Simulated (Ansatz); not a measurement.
## Geometry relaxation of Zr3S2 (part 1 of 2)

Zr3S2 (I-4m2, 5 atoms in the cell), computed with DFT PBE, scalar-relativistic, plane waves, PAW, no spin polarisation (Ansatz 0.2.0).

The structure was made by a generator, so it may or may not be a known phase. Figures and captions count atoms from 1; the log counts them from 0 in places.

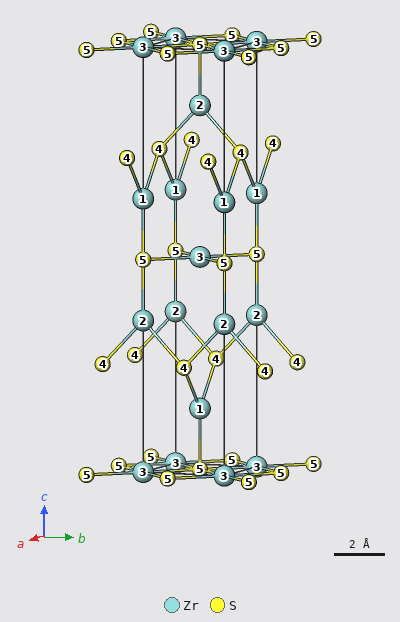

Figure 1. The input geometry (ball-and-stick view of the cell 2 times as large as that of the calculation, set on its symmetry axes, seen slightly off an axis; bonded neighbours outside the cell are drawn too; atoms are numbered from 1 in the order of the input). Near neighbours in the crystal (not all of them lie inside the picture): Zr has 3 S at 2.48 to 2.56 Å; Zr has 4 S at 2.50 Å; S has 4 Zr at 2.56 Å; S has 6 Zr at 2.48 to 2.50 Å.

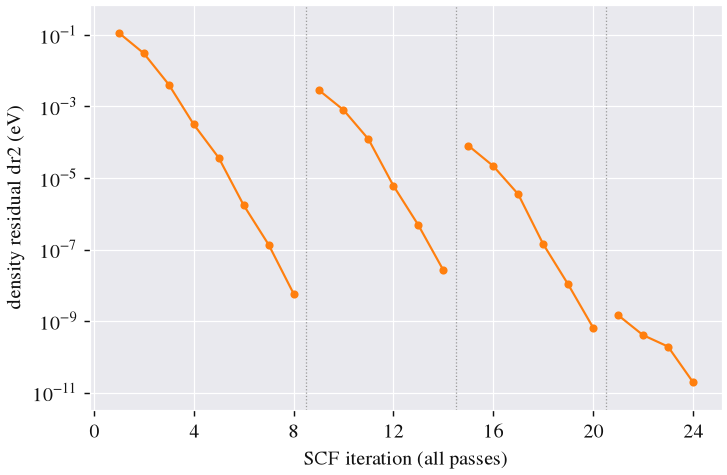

Figure 2. Convergence of the self-consistent field: density residual dr2 against the SCF iteration. The dotted lines part the SCF passes of the relaxation: geometry steps, rejected trials and re-solves on a re-selected basis. The passes take 8, 6, 6 and 4 iterations.

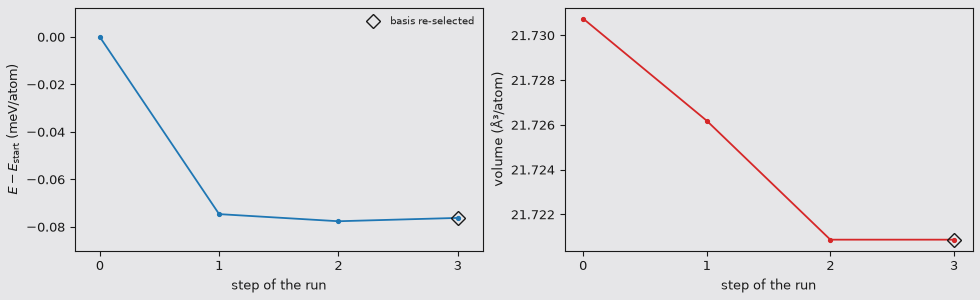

Figure 3. Progress of the relaxation, step by step (the first geometry is step 0 here and step 1 in the log). The energy falls by 0.1 meV per atom in 2 geometry steps. The largest force component goes from 0.071 to under 0.0001 eV/Å. Pressure: −0.01 GPa at the start and 0.01 GPa at the end. The largest moves relative to the cell, 0.005 Å, are those of Zr1 and Zr2. S stays in place. Among the contacts that change: Zr1–S5 2.484 → 2.489 Å. The space group stays I-4m2 (No. 119). A last SCF at the same geometry on a re-selected plane-wave basis shifts the energy by +0.0 meV per atom. (Atoms are counted from 1 in the order of the input.)

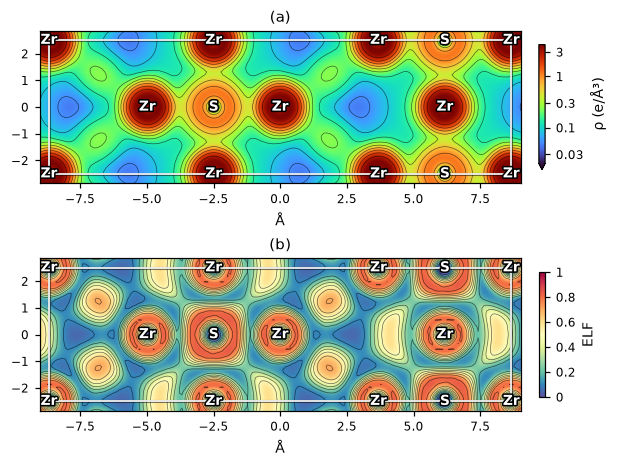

Figure 4. (a) valence charge density (pseudo); (b) ELF on the (110) plane of the conventional cell. Atoms in the plane: Zr and S. Zr–S (2.49 Å): the density is about 0.45 e/Å³ at the midpoint; the ELF is about 0.30 at the midpoint; no shared pair; the contact is polar. Away from the nuclei the density in this plane falls to 0.05 e/Å³ at its lowest. The strong features right at Zr lie inside the PAW spheres (semicore, d or f shells) and say nothing about bonding. The fields are those of the smooth PAW valence density.

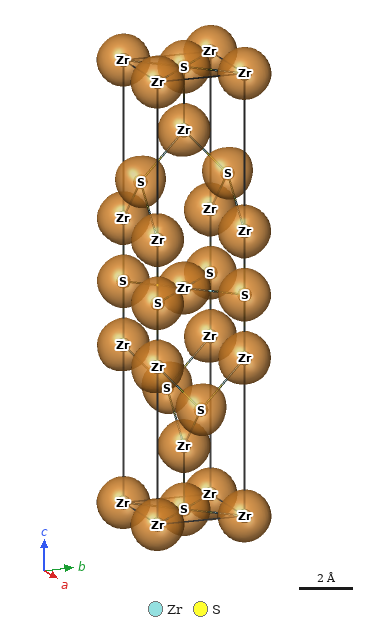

Figure 5. Isosurface of the valence charge density (pseudo) at 0.6 e/Å³ (orange), seen slightly off an axis. Sticks mark near contacts. The outline is the cell set on symmetry axes. At this value the density breaks into separate islands; it holds about 65 % of the electrons treated as valence (semicore included). It is pinched off along the Zr–S (2.49 Å) and Zr–S (2.56 Å) contacts. On the grid the lowest density along these lines, outside the cores, is 0.44 e/Å³ (Zr–S, 2.49 Å) and 0.42 e/Å³ (Zr–S, 2.56 Å).

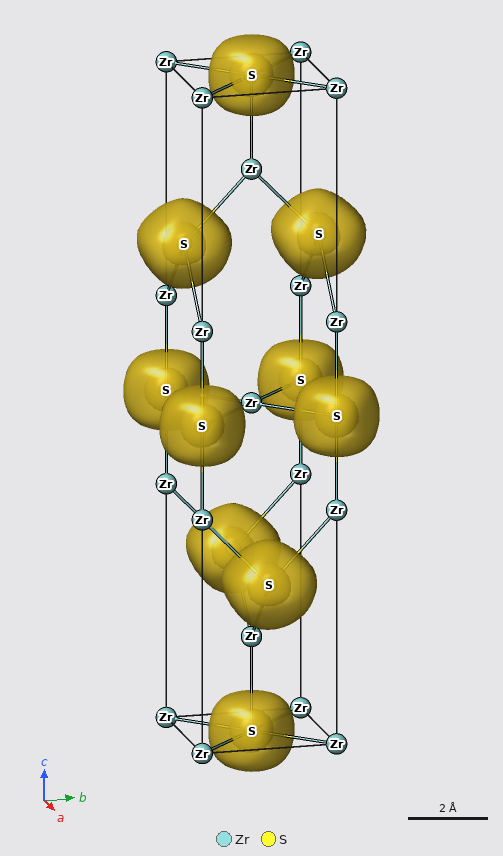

Figure 6. Isosurface of the ELF at 0.7 (yellow), seen slightly off an axis. Core shells and regions of very low density are left out. Sticks mark near contacts. The outline is the cell set on symmetry axes. Values along the shortest contacts: Zr–S (2.49 Å): the ELF is about 0.30 at the midpoint (no shared pair; the contact is polar). Zr–S (2.56 Å): the ELF is about 0.35 at the midpoint (a polar contact without a shared pair, in a metal).

These pictures come from the run below.

## Input
```yaml
crystal:
  lattice:
    - [-1.7706136478, 1.7706136478, 8.6643693547]
    - [1.7706136478, -1.7706136478, 8.6643693547]
    - [1.7706136478, 1.7706136478, -8.6643693547]
  atoms:
    - { symbol: Zr, position: [0.6433249261, 0.6433249261, 0.0] }
    - { symbol: Zr, position: [0.3566750739, 0.3566750739, 0.0] }
    - { symbol: Zr, position: [0.0, 0.0, 0.0] }
    - { symbol: S, position: [0.75, 0.25, 0.5] }
    - { symbol: S, position: [0.5, 0.5, 0.0] }
basis:
  ecutwfc: 420
kpoints:
  mp_grid: { grid: [14, 14, 14] }
hamiltonian:
  xc: pbe
scf:
  occupations: { method: gaussian, width: 0.1 }
output:
  forces: true
  stress: true
  eigenvalues: true
  write_density: true
  write_potential: true
  elf: true
  volumetric_format: npy
relax:
  adjacent_minimum: "off"
  f_tol: 0.01
  max_steps: 80
  cell: { stress_tol: 0.05 }
```

Launch command:
```bash
ansatz run input.yaml --threads 1 --pin off --max-ram 2560MiB --backend cpu --events-out ev --progress --plain --runs-dir out
```

## Log
```
basis.fft_grid_basis auto: the FFT boxes are laid along the combinations [[1, -1, 0], [0, 1, 0], [1, 0, 1]] of the cell's own vectors, 5.008, 9.019 and 3.541 Å long. The dense box has 36×64×24 points. Along the cell's own vectors, as sized, it would have 64×64×64, 4.74 times as many. Of the 8 symmetry operations that the crystal satisfies within crystal.symmetry.tolerance (time reversal apart; of a slab, those that keep its plane) the dense box along the cell's own vectors carries 8, and the one as laid loses 7 of those. basis.fft_grid_basis: typed keeps the cell's own vectors: state it where this run's energies or levels are differenced outside the engine with another run's, or held beside a run that keeps those vectors. Those combinations have planes normal to reciprocal vector 3, as the cell's own vectors have. Each planar average written beside output.write_density, output.write_potential has a row for each plane of the box: 24. The volumetric files lie along those combinations, not along the cell's own vectors: a cube or XSF file states them, and fields.json those of NumPy files.
Engine: ansatz 0.2.0, x86_64-unknown-linux-gnu
Pseudopotentials: kind: paw
Pseudopotential: Zr, paw, valence charge 12, recommended cutoff 420 eV (normal), Zr.paw.azcp
Pseudopotential: S, paw, valence charge 6, recommended cutoff 420 eV (normal), S.paw.azcp
Functional definition: PBE
  parameter kappa = 0.804
  parameter beta = 0.06672455060314922
  exchange = pbe_x(kappa = kappa, mu = beta*pi^2/3)
  correlation = pbe_c(beta = beta)
Crystal: 5 atoms, lattice volume = 108.654 Å³
Basis set: ecut = 420 eV, 2109 PW (Γ), FFT grids on a1−a2, a2, a1+a3, exchange–correlation on 72×128×48 points (8 copies of the dense FFT grid, shifted against one another)
Bands: 29, of which v1, the nominal top of the filled ones, is band 24 counted from 1 (23 counted from 0)
Symmetry: 8 space group operations
Space group: I-4m2 (ITA 119), of the structure as read, at distance tolerance 4.8e-5 Å
k-points: 244 of 2744 (time reversal used)
Non-local potential: Zr, projectors of the file, l = 0: 3, l = 1: 2, l = 2: 2, l = 3: 2
Non-local potential: S, projectors of the file, l = 0: 2, l = 1: 2, l = 2: 2
PAW form: soft (Blöchl's): semilocal exchange-correlation on the pseudo side does not see the compensation charge
PAW one-centre angular grid: Zr, 590 points (default); XC on 64 Gauss nodes
PAW one-centre angular grid: S, 110 points (default); XC on 64 Gauss nodes
Initial density: superposition of atomic densities (neutral atoms: chi_scale 0, normalization atom), corrected by the library's trained network
Initial wavefunctions: pseudopotential atomic-orbital guess
Functional: x = pbe(κ = 0.804, μ = 0.2195149727645171), c = pbe(β = 0.06672455060314922)
SCF iter   1: F=—  HF=-14360.680802 eV  |F-HF|=—  |Δ(HF+E_count)|=         —  Δρ=5.89e-3  dr2=1.15e-1  ethr=1.77e-3  ⟨swp⟩=4.8  Hψ=29186  notcnv=0
preconditioner: auto → Kerker (q_TF=auto, 2.381 Å⁻¹)  [metal: Δε(μ)=0.006 eV  Ē_g=6.469 eV  σ=0.100 eV  W_gap=0.03  n_scr=22 (ndim 8)  ℏωp=17.5 eV  f_vac=0.000  D(μ)=3.12/eV (n_scr^D=22)]
SCF iter   2: F=—  HF=-14360.669095 eV  |F-HF|=—  |Δ(HF+E_count)|=   1.17e-2  Δρ=3.12e-3  dr2=3.07e-2  ethr=2.39e-4  ⟨swp⟩=1.0  Hψ=9028  notcnv=0
SCF iter   3: F=—  HF=-14360.666497 eV  |F-HF|=—  |Δ(HF+E_count)|=   2.60e-3  Δρ=7.90e-4  dr2=4.12e-3  ethr=6.39e-5  ⟨swp⟩=2.3  Hψ=9297  notcnv=0
SCF iter   4: F=—  HF=-14360.666096 eV  |F-HF|=—  |Δ(HF+E_count)|=   4.02e-4  Δρ=2.67e-4  dr2=3.16e-4  ethr=8.58e-6  ⟨swp⟩=1.9  Hψ=7571  notcnv=0
SCF iter   5: F=—  HF=-14360.666055 eV  |F-HF|=—  |Δ(HF+E_count)|=   4.09e-5  Δρ=1.02e-4  dr2=3.69e-5  ethr=6.59e-7  ⟨swp⟩=2.0  Hψ=8920  notcnv=0
SCF iter   6: F=—  HF=-14360.666097 eV  |F-HF|=—  |Δ(HF+E_count)|=   4.21e-5  Δρ=3.09e-5  dr2=1.74e-6  ethr=7.68e-8  ⟨swp⟩=2.1  Hψ=9683  notcnv=0  defer=1
SCF iter   7: F=—  HF=-14360.666097 eV  |F-HF|=—  |Δ(HF+E_count)|=   2.96e-7  Δρ=7.81e-6  dr2=1.37e-7  ethr=3.63e-9  ⟨swp⟩=2.0  Hψ=10050  notcnv=0  defer=2
SCF iter   8: F=-14360.666097 eV  HF=-14360.666097 eV  |F-HF|=3.33e-10  |Δ(HF+E_count)|=   1.96e-8  Δρ=2.15e-6  dr2=5.84e-9  ethr=2.08e-10  ⟨swp⟩=9.6  Hψ=44265  notcnv=0
SCF 1 converged in 8 iterations: F = -14360.666097 eV  dr2 = 5.84e-9
  greatest PAW one-centre occupation: 0.996 electrons in one spin orbital (limit 2), on the Zr atom at site 1 (counted from 0), in its partial waves of l = 0
relax step   1: F+E_penalty+E_count = -14360.66609713 eV  Δ(F+E_penalty+E_count) = +0.000e0 eV  max|allowed force component| = 7.075e-2 eV/Å  Δτ_max = 0.0000 Å  P = -0.013 GPa  Ω = 108.654 Å³  (8 SCF iters, dr2 threshold 1.00e-7 eV, accepted)
Crystal: 5 atoms, lattice volume = 108.631 Å³
Initial density: handed on by an earlier stage of this run
Initial wavefunctions: those handed on with the density
iter 1 solved again at ethr=6.09e-6 eV; its pass at ethr=3.10e-3 eV (dr2=2.92e-3 eV) is discarded
```
